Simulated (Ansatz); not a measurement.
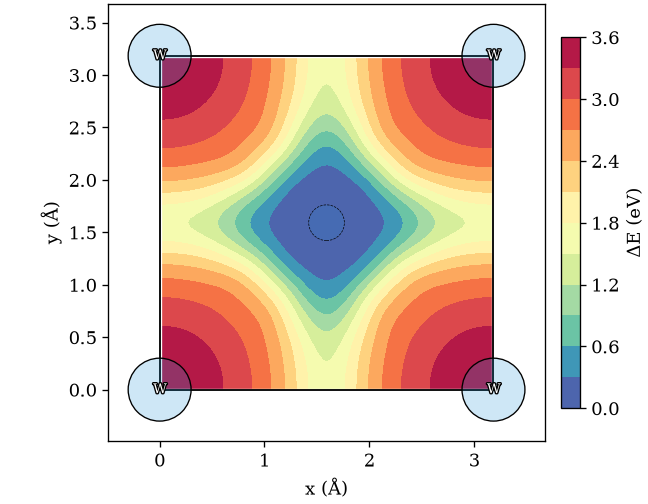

Energy landscape of C on a W(100) slab cut from the Im-3m phase, its upper half relaxed before the scan (4 atoms of substrate and one adsorbate in a 1 × 1 cell). C is moved over the surface cell; relaxed at each place: the height of the adsorbate's atoms; substrate rigid; the origin of the map has the adsorbate above W4. Places are given modulo a cell vector. The map is drawn in real space over the plane of the surface. Grid: 8 × 8 points; 15 points were computed and 49 follow by symmetry. All energies are given in eV relative to the lowest grid point. With one adsorbate in each 1 × 1 cell, its nearest image is 3.2 Å away, so neighbouring adsorbates interact. Computed with Ansatz, DFT PBE, scalar-relativistic, plane waves, PAW. Settings: cutoff 420 eV, k-mesh 8×8×1, gaussian smearing 0.1 eV, no spin polarisation.

Drawn: filled contours, labelled circles for the atoms of the top layer and small ones for the second layer, the outline of one cell of the plane. Between grid points the surface is interpolated. 

Q: Describe this landscape.

A: The lowest grid point is at a fourfold hollow over a second-layer W atom, (4/8, 4/8) of the cell vectors. No other kind of well shows on this grid. The highest grid point, the top site over a surface W atom, (0/8, 0/8) of the cell vectors, lies 3.55 eV above the lowest. On the interpolated surface the easiest way out of the lowest well to its copy in the next cell or period passes a barrier of about 1.6 eV. At the lowest point the adsorbate has 1 W at 2.03 Å as nearest neighbours, at the highest 1 W at 1.87 Å. Its relaxed height above the top atom is 0.64 Å at the lowest and 1.87 Å at the highest point.

Grid values (eV):

| second ↓, first → | 0/8 | 1/8 | 2/8 | 3/8 | 4/8 | 5/8 | 6/8 | 7/8 |
| --- | --- | --- | --- | --- | --- | --- | --- | --- |
| 7/8 | 3.45 | 3.34 | 3.02 | 2.28 | 1.39 | 2.28 | 3.02 | 3.34 |
| 6/8 | 3.11 | 3.02 | 2.72 | 1.76 | 0.73 | 1.76 | 2.72 | 3.02 |
| 5/8 | 2.40 | 2.28 | 1.76 | 0.58 | 0.13 | 0.58 | 1.76 | 2.28 |
| 4/8 | 1.57 | 1.39 | 0.73 | 0.13 | 0.00 | 0.13 | 0.73 | 1.39 |
| 3/8 | 2.40 | 2.28 | 1.76 | 0.58 | 0.13 | 0.58 | 1.76 | 2.28 |
| 2/8 | 3.11 | 3.02 | 2.72 | 1.76 | 0.73 | 1.76 | 2.72 | 3.02 |
| 1/8 | 3.45 | 3.34 | 3.02 | 2.28 | 1.39 | 2.28 | 3.02 | 3.34 |
| 0/8 | 3.55 | 3.45 | 3.11 | 2.40 | 1.57 | 2.40 | 3.11 | 3.45 |

Time for the 15 points that were run: 16 min on 1 thread of Arm Neoverse V2, with other jobs on the host.

PAW datasets: the set soft_1.
